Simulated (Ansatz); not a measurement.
Geometry relaxation of Os (part 2 of 2)

Os (Pm-3m, 1 atom in the cell); DFT, PBE, PAW with Ansatz's default frozen-core files, scalar-relativistic, no spin polarisation (Ansatz 0.2.0); cutoff 420 eV, 15×15×15 k-mesh, Fermi–Dirac smearing of 0.05 eV. The structure was built on a prototype by a generator; it need not be a known phase. It belongs to a series of runs on one base structure; here: cell and atoms relaxed from a first guess.

Geometry of the input (Å; fractional positions):
```
2.6444  0.0000  0.0000
0.0000  2.6444  0.0000
0.0000  0.0000  2.6444
Os 0.0000  0.0000  0.0000
```

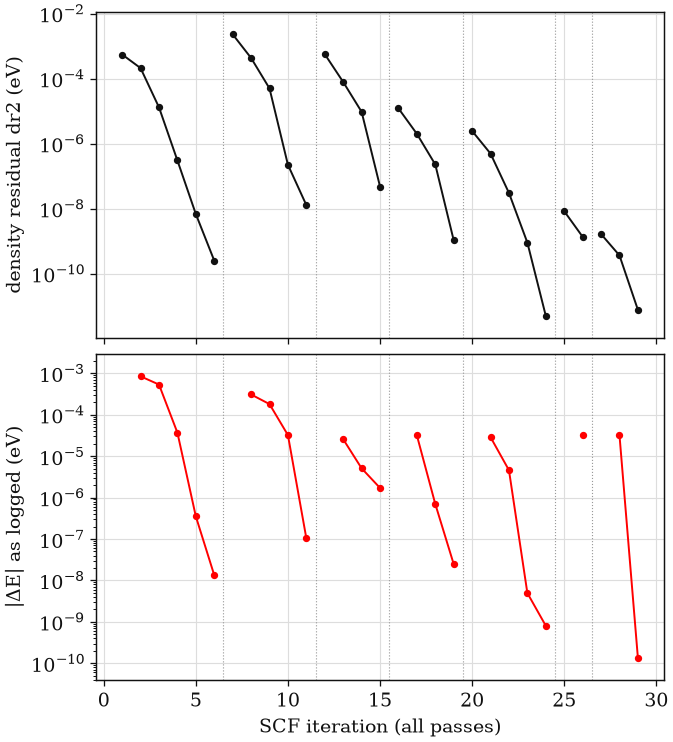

**Figure 1.** Convergence of the self-consistent field: density residual dr2 and size of the energy change against the SCF iteration. The dotted lines part the SCF passes of the relaxation: geometry steps, rejected trials and re-solves on a re-selected basis. The 7 passes take 2 to 6 iterations each, 29 in all.

```
basis re-selected at this cell: Δ(F+E_penalty+E_count) = -7.137e-6 eV, ΔP = -0.001 GPa vs the last step (what re-selecting the basis moved, of the pressure what is left beyond the Pulay correction that the steps carried, after the strain that the cell walked since its last selection, with what the two solves' SCF thresholds leave and, on support functions, any second-order correction that the steps lacked; it is no measure of the basis error at this ecutwfc). This SCF's stress stands 2.18e-3 GPa from its target on what of the cell is left free (relax.cell.stress_tol is 5.00e-2 GPa) and its largest allowed force component is 0.00e0 eV/Å (relax.f_tol is 5.00e-3 eV/Å): within both
SCF converged after 3 iterations
Free energy (F): -11383.020201 eV
Harris-Foulkes:  -11383.020201 eV  (|F-HF|=3.64e-12)
Internal energy: -11383.009063 eV  (E = F + TS)
E sigma→0 (E₀):  -11383.014632 eV
Entropy (-TS):   -0.011138 eV (-11.138 meV/atom)
Fermi energy:    21.027358 eV
--- Per-component energies (eV) ---
  E_band       = -137.851724
  E_kinetic    = 561.893243
  E_local      = -1036.483086  (includes V_loc(G=0)·N_el)
  E_nonlocal   = -1.013122
  E_hartree    = 414.989227
  E_xc         = -265.511169
  E_vxc        = -282.422168  (∫ρ·V_xc dr)
  E_paw        = -9012.010889  (= ΣΔE_a)
  E_vpaw       = -209.805074  (= ΣTr[D̂ρ^β])
  E_aug_tail   = -0.000072  (compensation charges beyond the density's cutoff)
  E_ewald      = -2044.873196
  E_smearing   = -0.011138  (= −TS)
  E_closure    = -0.000000  (closes the sum)
  Σ components = -11383.020201   (vs F -11383.020201, Δ=0.00e0)
--- Forces (eV/Å), atoms counted from 1 ---
  atom   1  Os    -0.00000000    -0.00000000    -0.00000000
  max |Σ_I F_I| component: 1.64e-31 eV/Å
--- Stress (GPa, compression-positive) ---
       -0.002177      -0.000000       0.000000
       -0.000000      -0.002177      -0.000000
        0.000000      -0.000000      -0.002177
  P = ⅓ Tr σ = -0.0022 GPa (-0.022 kbar)
--- Band table (eV; the first three rows and the last of 120) ---
  k-point 0: bands = ["-65.2900", "-24.2565", "-24.2565", "-24.2565", "11.5982", "15.1053", "15.1053", "23.3047", "23.3047", "23.3047", "36.1527", "36.1527"]
  k-point 1: bands = ["-65.2870", "-24.3016", "-24.2527", "-24.2527", "11.7435", "15.1381", "15.2529", "23.1158", "23.1158", "23.3187", "35.3108", "36.4393"]
  k-point 2: bands = ["-65.2785", "-24.4280", "-24.2422", "-24.2422", "12.1463", "15.2324", "15.7004", "22.6186", "22.6186", "23.3582", "33.5937", "37.2174"]
  k-point 119: bands = ["-65.0863", "-25.0024", "-25.0012", "-25.0012", "15.8263", "15.8881", "15.8881", "25.5978", "25.5978", "29.4177", "31.4683", "32.4138"]
--- Relaxed structure (5 steps of the walk, 5 accepted, 2 SCFs on fresh bases) ---
  F+E_penalty+E_count = -11383.02020079 eV   max|allowed force component| = 0.000e0 eV/Å   (the final SCF, on the basis selected at the relaxed cell)
  cell:  # Å, volume = 16.7263 Å³
    - [2.5574094138019166, -2.8588022611998024e-34, -3.159728815010309e-35]
    - [-2.8588022611998024e-34, 2.5574094138019166, -6.419766481290786e-35]
    - [-3.159728815010309e-35, -6.419766481290786e-35, 2.5574094138019166]
  atoms:
    - { symbol: Os, position: [0.0, 0.0, 0.0] }
```

### File rho_z.tsv
```
# z_ang	rho[e/angstrom^3]
# format = ansatz-planar-average/11
# lattice	2.557409414	-0.000000000	-0.000000000
# lattice	-0.000000000	2.557409414	-0.000000000
# lattice	-0.000000000	-0.000000000	2.557409414
# sites	1
# site	76	0.000000000	0.000000000	0.000000000
0.000000	2.010689e0
0.142078	1.930627e0
0.284157	1.692586e0
0.426235	1.329965e0
0.568313	9.348257e-1
0.710392	6.113474e-1
0.852470	4.101703e-1
0.994548	3.085912e-1
1.136626	2.616626e-1
1.278705	2.481165e-1
1.420783	2.616626e-1
1.562861	3.085912e-1
1.704940	4.101703e-1
1.847018	6.113474e-1
1.989096	9.348257e-1
2.131175	1.329965e0
2.273253	1.692586e0
2.415331	1.930627e0
```

### File v_z.tsv
```
# z_ang	v_es[eV]	v_tot[eV]
# format = ansatz-planar-average/11
# xc	pbe
# density_cutoff_ev	1680
# datasets	Os=:simpson_from_first_knot:soft
# lattice	2.557409414	-0.000000000	-0.000000000
# lattice	-0.000000000	2.557409414	-0.000000000
# lattice	-0.000000000	-0.000000000	2.557409414
# sites	1
# site	76	0.000000000	0.000000000	0.000000000
0.000000	-6.077385e-1	-1.785874e1
0.142078	5.991698e-2	-1.696672e1
0.284157	1.993199e0	-1.433998e1
0.426235	5.008949e0	-1.019234e1
0.568313	8.832291e0	-4.944496e0
0.710392	1.301600e1	6.775965e-1
0.852470	1.689919e1	5.748823e0
0.994548	1.976426e1	9.379085e0
1.136626	2.130077e1	1.121886e1
1.278705	2.175611e1	1.172363e1
1.420783	2.130077e1	1.121886e1
1.562861	1.976426e1	9.379085e0
1.704940	1.689919e1	5.748823e0
1.847018	1.301600e1	6.775965e-1
1.989096	8.832291e0	-4.944496e0
2.131175	5.008949e0	-1.019234e1
2.273253	1.993199e0	-1.433998e1
2.415331	5.991698e-2	-1.696672e1
```

### Trajectory as extended XYZ (Å, eV, eV/Å), 7 frames, from step=1 to step=7
```
1
Lattice="2.6444 0.0000 0.0000 0.0000 2.6444 0.0000 0.0000 0.0000 2.6444" Properties=species:S:1:pos:R:3:forces:R:3 step=1 energy=-11382.88979 pressure_GPa=-21.50
Os    0.0000    0.0000    0.0000    0.0000   0.0000   0.0000
1
Lattice="2.5154 0.0000 0.0000 0.0000 2.5154 0.0000 0.0000 0.0000 2.5154" Properties=species:S:1:pos:R:3:forces:R:3 step=2 energy=-11382.98515 pressure_GPa=15.09
Os    0.0000    0.0000    0.0000    0.0000   0.0000   0.0000
1
Lattice="2.5655 0.0000 0.0000 0.0000 2.5655 0.0000 0.0000 0.0000 2.5655" Properties=species:S:1:pos:R:3:forces:R:3 step=3 energy=-11383.01973 pressure_GPa=-2.57
Os    0.0000    0.0000    0.0000    0.0000   0.0000   0.0000
1
Lattice="2.5572 0.0000 0.0000 0.0000 2.5572 0.0000 0.0000 0.0000 2.5572" Properties=species:S:1:pos:R:3:forces:R:3 step=4 energy=-11383.02110 pressure_GPa=0.02
Os    0.0000    0.0000    0.0000    0.0000   0.0000   0.0000
1
Lattice="2.5572 0.0000 0.0000 0.0000 2.5572 0.0000 0.0000 0.0000 2.5572" Properties=species:S:1:pos:R:3:forces:R:3 step=5 energy=-11383.02019 pressure_GPa=0.07
Os    0.0000    0.0000    0.0000    0.0000   0.0000   0.0000
1
Lattice="2.5574 0.0000 0.0000 0.0000 2.5574 0.0000 0.0000 0.0000 2.5574" Properties=species:S:1:pos:R:3:forces:R:3 step=6 energy=-11383.02019 pressure_GPa=-0.00
Os    0.0000    0.0000    0.0000    0.0000   0.0000   0.0000
1
Lattice="2.5574 0.0000 0.0000 0.0000 2.5574 0.0000 0.0000 0.0000 2.5574" Properties=species:S:1:pos:R:3:forces:R:3 step=7 energy=-11383.02020 pressure_GPa=-0.00
Os    0.0000    0.0000    0.0000    0.0000   0.0000   0.0000
```

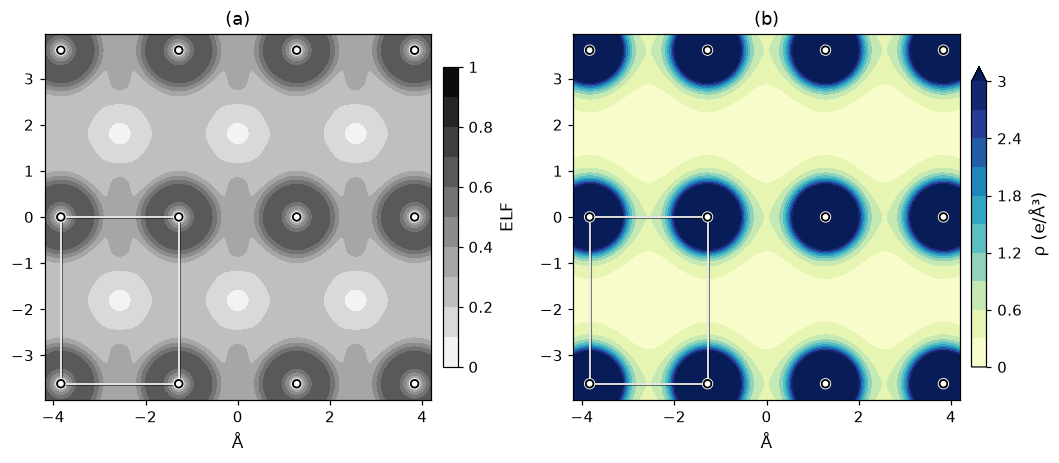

**Figure 2.** (a) ELF; (b) valence pseudo-density on the (110) plane of the conventional cell. Circles mark the nuclei in the plane (Os). Atoms in the plane: Os. Os–Os (2.56 Å): ρ is about 0.59 e/Å³ halfway; the ELF is about 0.35 at the midpoint, as expected for metallic bonding. Away from the nuclei the density in this plane falls to 0.09 e/Å³ at its lowest. The strong features right at Os lie inside the PAW spheres (semicore, d or f shells) and say nothing about bonding. In a PAW calculation such maps are meaningful between the atoms, not at the nuclei.

### Summary

```csv
quantity,value
outcome,converged
space group (tolerance 0.01 Å),Pm-3m (221)
electrons treated,16
free energy,−11383.0202 eV
Fermi energy,21.027 eV
pressure,0.00 GPa
final volume,16.73 Å³
largest force (length of the vector) at the end,under 0.001 eV/Å
final cell,"a = 2.557 Å, b = 2.557 Å, c = 2.557 Å, α = 90.00°, β = 90.00°, γ = 90.00°"
hardware,"1 thread of Arm Neoverse V1, 24 GiB of memory available, shared host"
wall time,11 s
peak memory,0.29 GiB
```

### Remarks

Spin–orbit coupling is left out, which matters for Os.
